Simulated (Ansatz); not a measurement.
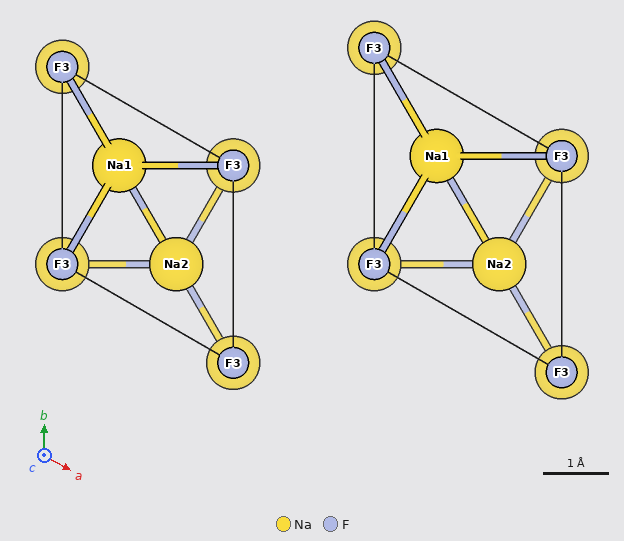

Two geometries of a crystal of Na2F (built on the 3R molybdenite_160 type) (coarse preliminary run), drawn at one scale. One is the start of a relaxation, the other its converged end. A ball-and-stick model of the conventional cell (3 times the calculation's cell), seen along the c axis. Lengths and directions refer to the drawn axes.

The calculation used DFT PBE, scalar-relativistic, plane waves, PAW in Ansatz. Set-up: plane-wave cutoff 420 eV; k-point mesh 6 × 6 × 6; occupations gaussian; smearing width 0.1 eV; no spin polarisation; cell and atoms relaxed; force threshold 0.04 eV/Å; at most 70 steps.

> Which geometry has the lower energy?

The right one is the relaxed one. Case: 3R molybdenite type (R3m, No. 160). Na2 moves most relative to the cell: 0.059 Å along −c. By element the largest moves are Na 0.059 Å, F 0.002 Å. The drawn cell changes as follows: a = b 3.072 → 3.368 Å (+9.6 %), c 17.840 → 18.241 Å (+2.2 %); the volume changes by +22.9 %. Some distances before and after: Na1–Na1 3.072 → 3.368 Å, Na1–F3 2.296 → 2.417 Å, Na2–F3 2.296 → 2.414 Å, Na1–Na2 2.917 → 2.866 Å. Among the angles between lasting bonds that change: Na1–F3–Na2 78.9° → 72.8°, F3–Na2–F3 84.0° → 88.5°, Na1–F3–Na1 84.0° → 88.3°. The space group stays R3m (No. 160). The energy falls by 0.221 eV per cell of the calculation in 6 accepted moves (8 points after the start). Largest force component: 0.066 eV/Å at the start, 0.0016 eV/Å at the end. The pressure goes from 6.03 to 0.05 GPa. The SCF was repeated twice at an unchanged geometry on a basis and grid sized afresh for the cell, which shifted the energy by 39.4 meV per cell of the calculation at most.

Limits of the set-up: layers or molecules are held without a dispersion correction, so their spacing is unreliable.
